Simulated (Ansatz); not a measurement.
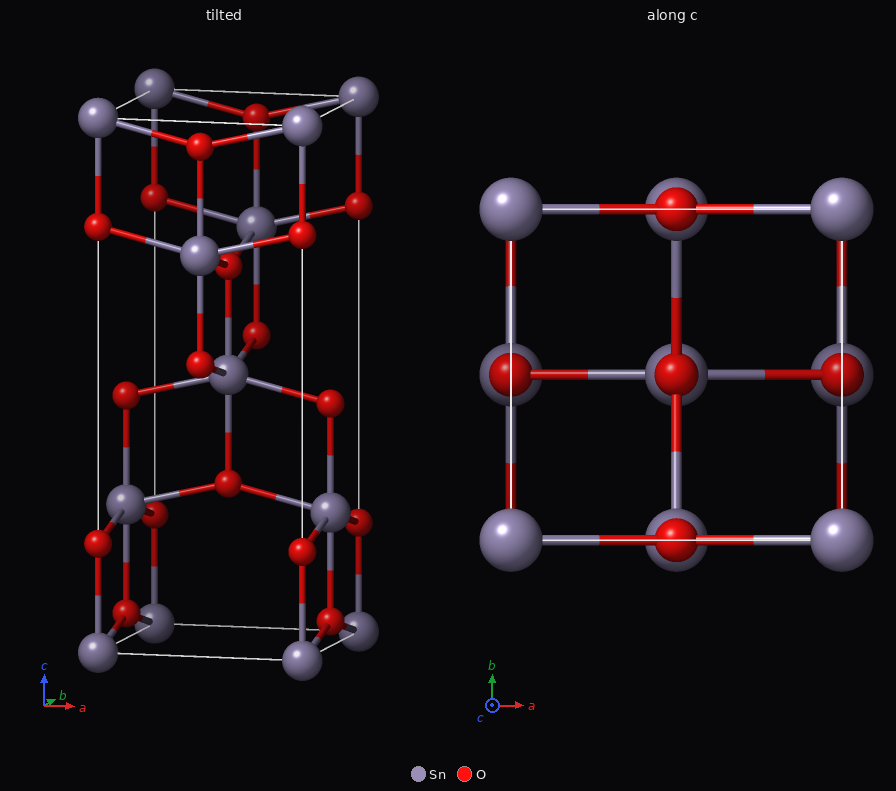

Structure drawing (ball-and-stick), viewed slightly off an axis and along the c axis. The conventional unit cell is drawn as a box.

SnO$_{2}$, space group I4_1/amd (No. 141), a = 4.00 Å, b = 4.00 Å, c = 10.20 Å, α = 90.00°, β = 90.00°, γ = 90.00°.

Computational set-up: Ansatz, DFT, PBE, plane waves, PAW, wavefunction cutoff 420 eV, k-points about 0.37 Å⁻¹ apart, no spin polarisation.

Classify it as metallic or gapped, with the value.

A semiconductor at this level, with a gap of 1.72 eV, indirect; the smallest direct gap is 2.10 eV.

Which way would the volume go on relaxing?

The computed pressure is 6.8 GPa (compressed: it would expand).

The structure was taken from a structure listed in the Materials Project. Earlier steps of the study may have refined or changed the cell and positions. Ansatz was used for an electronic-structure calculation on it.

At this level of theory the cell isn't at rest (compressed, at 7 GPa), so its distances can differ from those at equilibrium, the more so the softer the solid.
